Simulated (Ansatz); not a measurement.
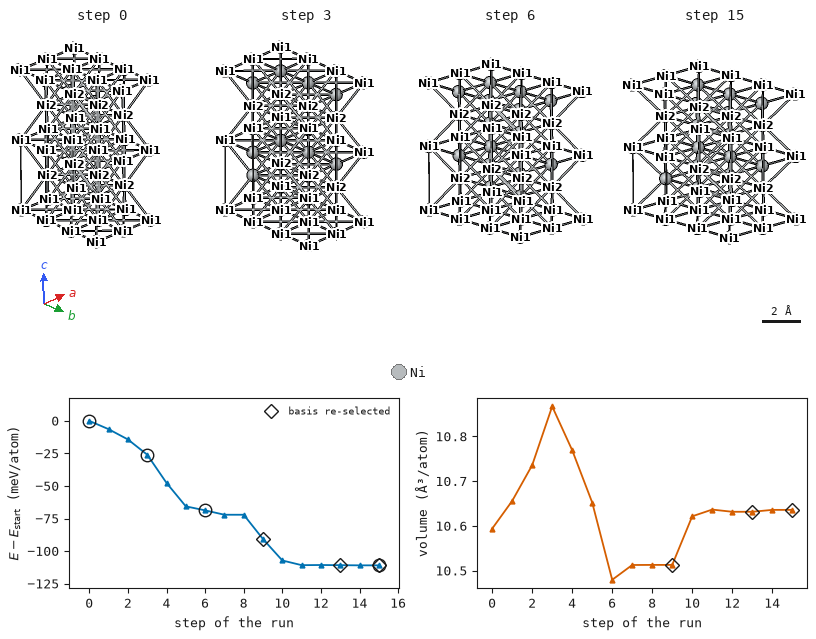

Frames of a relaxation of crystalline Ni (set up in P-1), marked on the history of the run. The picture is a ball-and-stick view of the cell of the calculation, repeated 2 × 3 × 2 with one cell outlined, seen from a free direction.

The run lets cell and atoms move, from this start: cell sheared at random, sigma 0.01, atoms nudged by 0.01 A.

These are results of Ansatz, Kohn-Sham DFT of a periodic cell, PBE, Ansatz PAW, not measurements.

Input file:
```yaml
crystal:
  lattice:
    - [-1.3842675, 1.40274018, 1.421232]
    - [1.35091165, -1.37986243, 1.3649984]
    - [2.73345981, 2.78088327, -0.01047811]
  atoms:
    - { symbol: Ni, position: [0.00325222, 0.99599756, 0.0006908], spin: 1.0 }
    - { symbol: Ni, position: [0.49674778, 0.50400244, 0.4993092], spin: 1.0 }
hamiltonian:
  xc: pbe
  pseudopotentials: { kind: paw }
magnetization:
  spin_polarized: true
kpoints:
  mp_grid: { grid: [8, 9, 5] }
scf:
  occupations: { method: fermi_dirac, width: 0.05 }
output:
  forces: true
  stress: true
  eigenvalues: true
relax:
  f_tol: 0.01
  max_steps: 40
  cell: { stress_tol: 0.05, p_target: 5.0 }
```

Launched with:
```bash
ansatz run input.yaml --threads 2 --pin off --max-ram 5632MiB --backend cpu --events-out ev --progress --plain --runs-dir out
```

Describe the path.

Answer. The energy falls by 111 meV per atom in 12 accepted moves (15 points after the start). With the target pressure of 5 GPa, the enthalpy E + pV changes by −110 meV per atom. The largest force component goes from 0.051 to under 0.0001 eV/Å. Pressure: 7.81 GPa at the start and 5.00 GPa at the end. At 3 points the geometry stayed and the basis and grid were re-selected for the new cell (energy shift of 18.7 meV per atom at most each time). The largest moves relative to the cell, 0.013 Å, are those of Ni1 and Ni2. Ni1 goes roughly along [−3 3 −1]. Cell: a 2.430 → 2.474 Å (+1.8 %), b 2.365 → 2.467 Å (+4.3 %), c 3.899 → 3.485 Å (−10.6 %), α 91.0° → 90.0°, β 89.4° → 90.0°, γ 108.9° → 90.0°. Volume +0.4 %. Among the contacts that change: Ni1–Ni1 2.787 → 3.494 Å, Ni1–Ni2 2.806 → 2.468 Å, Ni1–Ni2 (another image) 2.758 → 2.468 Å, Ni1–Ni2 (another image) 2.719 → 2.468 Å. The space group (tolerance 0.01 Å) goes from P-1 (No. 2) to Immm (No. 71). From step 0 to 3: volume +2.6 %, energy −26.0 meV per atom. From step 3 to 6: Ni atoms move most (0.02 Å), volume −3.6 %, energy −42.8 meV per atom. From step 6 to 15: volume +1.5 %, energy −42.2 meV per atom.

| step | E − E(0), meV/atom | largest force component, eV/Å | pressure, GPa | volume, Å³/atom | note |
| --- | --- | --- | --- | --- | --- |
| 0 | 0.00 | 0.0514 | 7.81 | 10.594 |  |
| 1 | -6.38 | 0.0388 | 6.40 | 10.656 |  |
| 2 | -14.27 | 0.0125 | 4.73 | 10.736 |  |
| 3 | -25.96 | 0.0661 | 2.31 | 10.867 |  |
| 4 | -47.63 | 0.0312 | 3.13 | 10.769 |  |
| 5 | -65.63 | 0.0306 | 3.48 | 10.652 |  |
| 6 | -68.72 | 0.0137 | 5.93 | 10.480 |  |
| 7 | -72.07 | 0.0004 | 4.99 | 10.513 |  |
| 8 | -72.08 | 0.0000 | 5.02 | 10.513 |  |
| 9 | -90.77 | 0.0000 | 8.00 | 10.513 | same geometry, new basis |
| 10 | -107.19 | 0.0010 | 5.38 | 10.622 |  |
| 11 | -110.79 | 0.0006 | 4.91 | 10.637 |  |
| 12 | -110.68 | 0.0001 | 5.03 | 10.632 |  |
| 13 | -110.80 | 0.0000 | 5.09 | 10.632 | same geometry, new basis |
| 14 | -110.93 | 0.0000 | 5.00 | 10.636 |  |
| 15 | -110.94 | 0.0000 | 5.00 | 10.636 | same geometry, new basis |
